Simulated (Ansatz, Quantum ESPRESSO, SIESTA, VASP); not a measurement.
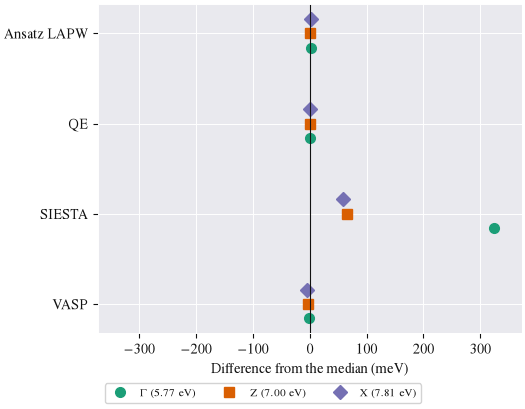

Lowest conduction level at each named k point, counted from the valence-band top at Γ, for SiO₂, space group P4_12_12, 12 atoms in the cell; a = 4.982 Å, c = 6.963 Å (tetragonal axes). Four programs ran PBE (no spin polarisation, no spin-orbit coupling) on the same cell and 6×6×4 k mesh. The plot shows each result less the median of the plane-wave and all-electron runs, which the legend gives. The cell is at 6 GPa in VASP.

> How well do the programs agree?

The plane-wave and all-electron programs (VASP, Quantum ESPRESSO and Ansatz LAPW) agree within 6 meV at these points. SIESTA departs by up to +324 meV (at Γ).

| program | kind | valence electrons | Γ (eV) | Z (eV) | X (eV) |
| --- | --- | --- | --- | --- | --- |
| VASP | plane waves | 64 | 5.763 | 6.997 | 7.804 |
| SIESTA | local basis | 64 | 6.089 | 7.065 | 7.866 |
| Quantum ESPRESSO | plane waves | 64 | 5.765 | 7.000 | 7.808 |
| Ansatz LAPW | all-electron | – | 5.767 | 7.001 | 7.810 |

Settings. VASP PAW PBE potentials, release 64 (Si, O), 520 eV cutoff, Fermi-Dirac smearing of 0.05 eV (VASP). PseudoDojo 0.4 standard (PBE files), DZP (energy shift 0.003 Ry) basis, Fermi-Dirac smearing of 0.05 eV (SIESTA). SSSP 1.3 efficiency PBE, 748 eV cutoff, Fermi-Dirac smearing of 0.05 eV (Quantum ESPRESSO). all-electron LAPW, Fermi-Dirac smearing of 0.05 eV (Ansatz).

The cell was measured hot, at 340 K. LDA, GGA and most meta-GGA functionals understate gaps. The usual form of SiO2 is α-quartz. SIESTA: the basis of atomic orbitals isn't converged, which shifts gaps and empty levels.
